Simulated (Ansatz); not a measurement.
Structure (in its standard cell), the end point of a relaxation with DFT PBEsol, scalar-relativistic, plane waves, PAW (Ansatz 0.2.0); the starting structure was generated, so it need not be a known form of this composition:

Space group P6_3/mmc (No. 194). a = 4.103 Å, b = 4.103 Å, c = 4.689 Å, α = 90.00°, β = 90.00°, γ = 120.00°
```tsv
atom	site	symmetry	x	y	z
Ru	2b	-6m2	0.0000	0.0000	0.2500
Ru	2d	-6m2	0.3333	0.6667	0.7500
```

> What does the kinematic electron diffraction pattern along [101] look like at 80 kV (B = 0.5 Å²)?

The spots form a centred rectangular net whose two shortest vectors correspond to d = 3.55 Å and 2.83 Å, 66.5° apart. They are 0 1 0 and 1 0 -1. The pattern has symmetry 2mm. A glide plane extinguishes reflections such as 1 -2 -1, 1 1 -1; reflections such as 3 -3 -3, 3 0 -3, 1 -5 -1 are allowed by the space group but vanish because the atoms sit on special positions.

Strongest reflections with d > 0.89 Å, one of each family (|F|² from tabulated Gaussian fits of the electron scattering factors, times a small damping for the curvature of the Ewald sphere):

```csv
hkl,d (Å),I (strongest = 100)
2 -1 -2,1.544,100
1 0 -1,2.832,57
0 3 0,1.185,50
0 1 0,3.554,25
2 2 -2,0.940,23
1 2 -1,1.291,12
```

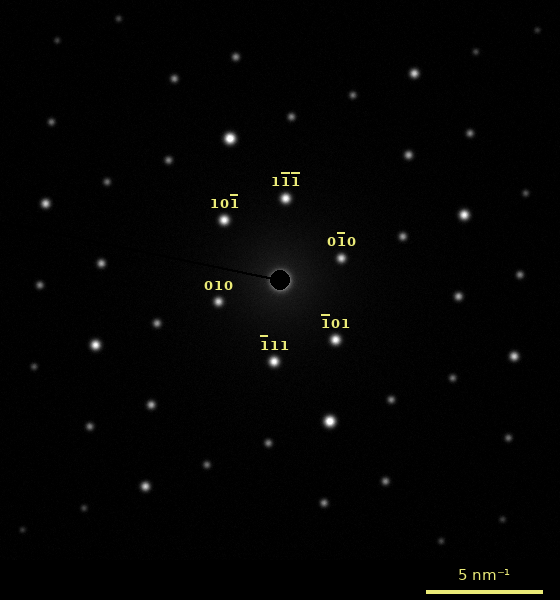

Calculated pattern, seen from the source side with [101] pointing towards the source.
